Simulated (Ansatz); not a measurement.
**TaN: single-point calculation (part 1 of 2)**

TaN (2 atoms in the cell), computed with DFT r2SCAN+U, scalar-relativistic, plane waves, PAW, Ueff = 1 eV on Ta atom 1 d, spin-polarised (Ansatz 0.2.0).

The structure was built on a prototype by a generator; it need not be a known phase. It belongs to a series of runs on one base structure; here: from atoms, default search. Figures and captions count atoms from 1; the log counts them from 0 in places.

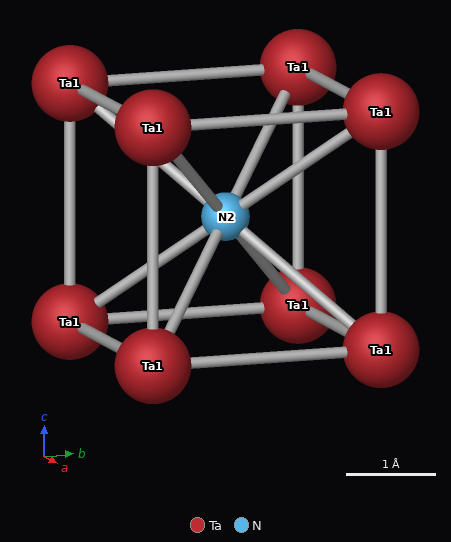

**Figure 1.** The input geometry (ball-and-stick view of the cell of the calculation, seen slightly off an axis; atoms are numbered from 1 in the order of the input). An atom can appear more than once, as a periodic image.

Input file:
```yaml
crystal:
  lattice:
    - [2.73230769, 0.0, 0.0]
    - [0.0, 2.73230769, 0.0]
    - [0.0, 0.0, 2.73230769]
  atoms:
    - { symbol: Ta, position: [0.0, 0.0, 0.0], spin: 2.0 }
    - { symbol: "N", position: [0.5, 0.5, 0.5] }
basis:
  ecutwfc: 500
  ecutrho_ratio: 4
kpoints:
  mp_grid: { grid: [7, 7, 7] }
hamiltonian:
  xc: r2scan
  hubbard: { sites: [{ site: 0, l: d, u_eff: 1.0 }] }
scf:
  occupations: { method: gaussian, width: 0.05 }
output:
  forces: true
  stress: true
  eigenvalues: true
  populations: true
  hubbard: { sites: [{ site: 0, l: d }] }
  write_density: true
  write_potential: true
  elf: true
  volumetric_format: npy
magnetization:
  spin_polarized: true
```

Hardware: 2 threads of AMD EPYC (Zen 5), 16 GiB of memory available, shared host.

Command:
```bash
ansatz run input.yaml --threads 2 --pin off --max-ram 3072MiB --backend cpu --events-out ev --progress --plain --runs-dir out
```

Log:
```
Ta: projections on atomic orbitals take those of the free atom [Kr 4d10 4f14] 5s2 5p6 5d3 6s2, of charge +0.00 (hamiltonian.pseudopotentials.projection_atoms); the dataset's partial waves leave at most 6.0e-5 of an orbital's norm unspanned inside its sphere
N: projections on atomic orbitals take those of the free atom [He] 2s2 2p3, of charge +0.00 (hamiltonian.pseudopotentials.projection_atoms); the dataset's partial waves leave at most 9.3e-9 of an orbital's norm unspanned inside its sphere
Engine: ansatz 0.2.0, x86_64-unknown-linux-gnu
Pseudopotentials: kind: paw
Pseudopotential: Ta, paw, valence charge 13, recommended cutoff 500 eV (meta_gga), Ta.paw.azcp
Pseudopotential: N, paw, valence charge 5, recommended cutoff 500 eV (meta_gga), N.paw.azcp
Functional definition: r2SCAN
  parameter k0 = 0.174
  parameter k1 = 0.065
  parameter a1 = 4.9479
  exchange = r2scan_x(k0 = k0, k1 = k1, a1 = a1)
  correlation = r2scan_c
Crystal: 2 atoms, lattice volume = 20.398 Å³
Basis set: ecut = 500 eV, 485 PW (Γ), exchange–correlation on 80×80×80 points (64 copies of the dense FFT grid, shifted against one another)
Bands: 14, of which v1, the nominal top of the filled ones, is band 9 counted from 1 (8 counted from 0)
Symmetry: 48 space group operations
Space group: Pm-3m (ITA 221), of the structure as read, at distance tolerance 2.7e-5 Å
Magnetic group: BNS 221.92 (UNI 1594), of the structure as read, at distance tolerance 2.7e-5 Å
k-points: 20 of 343
Non-local potential: Ta, projectors of the file, l = 0: 3, l = 1: 2, l = 2: 2, l = 3: 1
Non-local potential: N, projectors of the file, l = 0: 2, l = 1: 2, l = 2: 1
PAW form: soft (Blöchl's): semilocal exchange-correlation on the pseudo side does not see the compensation charge
PAW frozen core: Ta, regenerated for the run's functional (the file was generated under x = pbe(κ = 0.804, μ = 0.2195149727645171), c = pbe(β = 0.06672455060314922))
PAW frozen core: N, regenerated for the run's functional (the file was generated under x = pbe(κ = 0.804, μ = 0.2195149727645171), c = pbe(β = 0.06672455060314922))
PAW one-centre angular grid: Ta, 590 points (default); XC on 160 Gauss nodes
PAW one-centre angular grid: N, 302 points (default); XC on 160 Gauss nodes
Initial density: superposition of atomic densities (chi_scale 0.1, normalization cell, long waves kept (reshape's long-wave potential 0.00 eV rms))
Starting moments: Σ|m| = 2 μB on 1 of 2 sites
Initial wavefunctions: pseudopotential atomic-orbital guess
Functional: x = r2scan, c = r2scan; τ floored in thin density (d = 2e-4 eV/Å³)
iter 1 solved again at ethr=1.13e-3 eV; its pass at ethr=3.10e-3 eV (dr2=2.03e-1 eV) is discarded
SCF iter   1: F=—  HF=-10327.582710 eV  |F-HF|=—  |Δ(HF+E_count)|=         —  Δρ=8.61e-2 (↑8.31e-2 ↓8.61e-2)  dr2=2.03e-1  dr2_τ=1.32e-1  dr2_m=1.18e0  M=0.216 μB ∫|m|=0.463 μB  β_m=0.30  ethr=1.13e-3  ⟨swp⟩=1.0  Hψ=3778  notcnv=0
preconditioner: auto → none  [insulator: Δε(μ)=0.274 eV  Ē_g=12.296 eV  σ=0.050 eV  W_gap=0.86  n_scr=6 (ndim 8)  ℏωp=26.0 eV  f_vac=0.000  D(μ)=0.56/eV (n_scr^D=0)  ε∞_Penn≈5.5]
SCF iter   2: F=—  HF=-10328.335075 eV  |F-HF|=—  |Δ(HF+E_count)|=   7.52e-1  Δρ=6.18e-2 (↑5.91e-2 ↓6.18e-2)  dr2=1.17e-1  dr2_τ=8.42e-3  dr2_m=5.95e-1  M=0.216 μB ∫|m|=0.430 μB  β_m=0.30  ethr=1.13e-3  ⟨swp⟩=2.6  Hψ=1017  notcnv=0  κ⁻¹=1.0e0(r=1)
SCF iter   3: F=—  HF=-10328.718373 eV  |F-HF|=—  |Δ(HF+E_count)|=   3.83e-1  Δρ=4.15e-2 (↑3.88e-2 ↓4.15e-2)  dr2=2.42e-2  dr2_τ=4.02e-3  dr2_m=2.97e-1  M=0.216 μB ∫|m|=0.391 μB  β_m=0.30  ethr=6.49e-4  ⟨swp⟩=2.2  Hψ=1129  notcnv=0  defer=16  κ⁻¹=1.6e-2(r=2)
SCF iter   4: F=—  HF=-10328.850021 eV  |F-HF|=—  |Δ(HF+E_count)|=   1.32e-1  Δρ=3.01e-2 (↑2.77e-2 ↓3.01e-2)  dr2=2.47e-2  dr2_τ=1.92e-3  dr2_m=1.52e-1  M=0.216 μB ∫|m|=0.356 μB  β_m=0.30  ethr=1.35e-4  ⟨swp⟩=1.9  Hψ=782  notcnv=0  defer=21  κ⁻¹=7.3e-4(r=3)
SCF iter   5: F=—  HF=-10328.911973 eV  |F-HF|=—  |Δ(HF+E_count)|=   6.20e-2  Δρ=2.06e-2 (↑2.06e-2 ↓2.04e-2)  dr2=3.31e-5  dr2_τ=1.22e-3  dr2_m=7.85e-2  M=0.216 μB ∫|m|=0.328 μB  β_m=0.30  ethr=1.35e-4  ⟨swp⟩=2.1  Hψ=872  notcnv=0  defer=22  κ⁻¹=2.2e-5(r=4)
SCF iter   6: F=—  HF=-10328.947069 eV  |F-HF|=—  |Δ(HF+E_count)|=   3.51e-2  Δρ=1.49e-2 (↑1.49e-2 ↓1.47e-2)  dr2=4.55e-5  dr2_τ=5.04e-4  dr2_m=4.10e-2  M=0.216 μB ∫|m|=0.305 μB  β_m=0.30  ethr=1.84e-7  ⟨swp⟩=3.1  Hψ=1060  notcnv=0  defer=22  κ⁻¹=8.5e-6(r=5)
SCF iter   7: F=—  HF=-10328.965601 eV  |F-HF|=—  |Δ(HF+E_count)|=   1.85e-2  Δρ=1.08e-2 (↑1.07e-2 ↓1.08e-2)  dr2=1.78e-5  dr2_τ=2.69e-4  dr2_m=2.17e-2  M=0.215 μB ∫|m|=0.287 μB  β_m=0.30  ethr=1.84e-7  ⟨swp⟩=2.6  Hψ=1071  notcnv=0  defer=21  κ⁻¹=2.3e-6(r=6)
SCF iter   8: F=—  HF=-10328.975529 eV  |F-HF|=—  |Δ(HF+E_count)|=   9.93e-3  Δρ=7.97e-3 (↑7.97e-3 ↓7.93e-3)  dr2=9.04e-7  dr2_τ=1.51e-4  dr2_m=1.18e-2  M=0.213 μB ∫|m|=0.271 μB  β_m=0.30  ethr=9.88e-8  ⟨swp⟩=3.0  Hψ=1046  notcnv=0  defer=20  κ⁻¹=1.6e-8(r=7)
SCF iter   9: F=—  HF=-10328.981003 eV  |F-HF|=—  |Δ(HF+E_count)|=   5.47e-3  Δρ=6.04e-3 (↑6.04e-3 ↓5.90e-3)  dr2=1.11e-5  dr2_τ=8.73e-5  dr2_m=6.66e-3  M=0.209 μB ∫|m|=0.255 μB  β_m=0.89  ethr=5.02e-9  ⟨swp⟩=3.7  Hψ=1320  notcnv=0  defer=20
Mixer restart at iter 9: flushing history
spin-set hold released at iteration 9 (site moments contracting): the magnetisation degrees of freedom join the quasi-Newton model from the next iteration; the mixer history was flushed
SCF iter  10: F=—  HF=-10328.986915 eV  |F-HF|=—  |Δ(HF+E_count)|=   5.91e-3  Δρ=1.89e-3 (↑1.89e-3 ↓1.74e-3)  dr2=6.76e-6  dr2_τ=4.99e-5  dr2_m=6.16e-4  M=0.198 μB ∫|m|=0.221 μB  β_m=1.20  ethr=5.02e-9  ⟨swp⟩=4.0  Hψ=1459  notcnv=0  defer=20  κ⁻¹=1.0e0(r=1)
SCF iter  11: F=—  HF=-10328.988048 eV  |F-HF|=—  |Δ(HF+E_count)|=   1.13e-3  Δρ=3.10e-4 (↑3.10e-4 ↓3.10e-4)  dr2=7.42e-7  dr2_τ=4.31e-6  dr2_m=1.75e-5  M=0.194 μB ∫|m|=0.199 μB  β_m=1.20  ethr=5.02e-9  ⟨swp⟩=4.0  Hψ=1411  notcnv=0  defer=20  κ⁻¹=5.2e-2(r=2)
SCF iter  12: F=—  HF=-10328.988691 eV  |F-HF|=—  |Δ(HF+E_count)|=   6.43e-4  Δρ=7.85e-5 (↑6.17e-5 ↓7.85e-5)  dr2=3.06e-7  dr2_τ=3.09e-7  dr2_m=7.19e-7  M=0.194 μB ∫|m|=0.195 μB  β_m=1.20  ethr=4.12e-9  ⟨swp⟩=4.0  Hψ=1395  notcnv=0  defer=20  κ⁻¹=1.1e-2(r=3)
SCF iter  13: F=—  HF=-10328.988931 eV  |F-HF|=—  |Δ(HF+E_count)|=   2.40e-4  Δρ=4.22e-5 (↑3.81e-5 ↓4.22e-5)  dr2=4.29e-8  dr2_τ=8.39e-8  dr2_m=2.74e-7  M=0.194 μB ∫|m|=0.194 μB  β_m=1.20  ethr=5.56e-10  ⟨swp⟩=9.3  Hψ=4336  notcnv=0  κ⁻¹=1.8e-3(r=4)
SCF iter  14: F=—  HF=-10328.988947 eV  |F-HF|=—  |Δ(HF+E_count)|=   1.54e-5  Δρ=7.75e-6 (↑7.18e-6 ↓7.75e-6)  dr2=1.22e-8  dr2_τ=7.41e-10  dr2_m=1.95e-9  M=0.194 μB ∫|m|=0.194 μB  β_m=1.20  ethr=2.38e-10  ⟨swp⟩=10.9  Hψ=3941  notcnv=0  κ⁻¹=5.3e-5(r=5)
SCF iter  15: F=—  HF=-10328.988948 eV  |F-HF|=—  |Δ(HF+E_count)|=   1.73e-6  Δρ=5.58e-6 (↑5.58e-6 ↓4.41e-6)  dr2=4.83e-9  dr2_τ=3.93e-10  dr2_m=1.29e-9  M=0.194 μB ∫|m|=0.194 μB  β_m=1.20  ethr=6.77e-11  ⟨swp⟩=9.1  Hψ=3149  notcnv=0  κ⁻¹=2.3e-6(r=6)
iter 16 did not close the SCF: its close was put off for a magnetic moment that had not settled (scf_convergence_deferred on its scf_iter line)
SCF iter  16: F=-10328.988950 eV  HF=-10328.988950 eV  |F-HF|=1.41e-8  |Δ(HF+E_count)|=   1.29e-6  Δρ=1.11e-6 (↑7.84e-7 ↓1.11e-6)  dr2=7.57e-11  dr2_τ=2.31e-11  dr2_m=1.45e-10  M=0.194 μB ∫|m|=0.194 μB  β_m=1.20  ethr=2.68e-11  ⟨swp⟩=9.3  Hψ=3580  notcnv=0  κ⁻¹=2.3e-7(r=7)
SCF iter  17: F=-10328.988950 eV  HF=-10328.988950 eV  |F-HF|=7.39e-10  |Δ(HF+E_count)|=   1.42e-8  Δρ=3.61e-7 (↑3.01e-7 ↓3.61e-7)  dr2=4.27e-11  dr2_τ=8.97e-13  dr2_m=1.28e-12  M=0.194 μB ∫|m|=0.194 μB  ethr=1.00e-12  ⟨swp⟩=4.3  Hψ=2672  notcnv=0
SCF 1 converged in 17 iterations: F = -10328.988950 eV  dr2 = 4.27e-11
  greatest PAW one-centre occupation: 0.998 electrons in one spin orbital (limit 2), on the Ta atom at site 0 (counted from 0), in its partial waves of l = 0
Bands: 15, of which v1, the nominal top of the filled ones, is band 9 counted from 1 (8 counted from 0)
Symmetry: 1 space group operations
k-points: 172 of 343 (time reversal used)
Starting moments: Σ|m| = 3 μB on 1 of 2 sites
iter 1 solved again at ethr=9.62e-4 eV; its pass at ethr=3.10e-3 eV (dr2=1.73e-1 eV) is discarded
```
